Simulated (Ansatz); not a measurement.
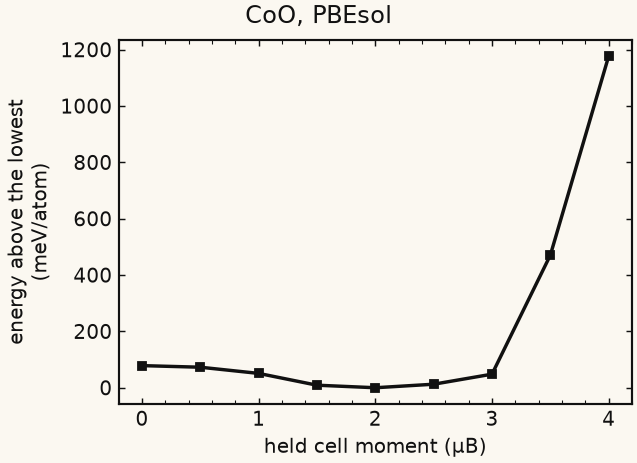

The figure shows the energy above the lowest against held cell moment for CoO, space group F-43m (No. 216) (cell built by us, not taken from a database).

Starting cell:
```cif
data_structure
_symmetry_space_group_name_H-M 'P 1'
_symmetry_Int_Tables_number 1
_cell_length_a 3.0752
_cell_length_b 3.0752
_cell_length_c 3.0752
_cell_angle_alpha 60.000
_cell_angle_beta 60.000
_cell_angle_gamma 60.000
_cell_volume 20.56
loop_
_atom_site_label
_atom_site_type_symbol
_atom_site_fract_x
_atom_site_fract_y
_atom_site_fract_z
_atom_site_occupancy
Co1 Co 0.00000 0.00000 0.00000 1
O1 O 0.25000 0.25000 0.25000 1
```

Computed with Ansatz 0.2.0: fixed-spin-moment curve at fixed atoms: the total collinear moment of the cell is held, energies count from the lowest point of the curve; plane-wave DFT of a periodic cell. Level: PBEsol, collinear spin.

```
                setting        value
            cell charge          0 e
exact exchange fraction            0
             potentials  PAW default
            wave cutoff       420 eV
                 k mesh     16x16x16
        occupation rule     Gaussian
       occupation width       0.1 eV
```

**Where does the curve of the energy above the lowest have its lowest point?**

The lowest computed point is at held cell moment 2.0 μB (0 meV/atom), in a single well.

Limits of the calculation: one run started without moments.
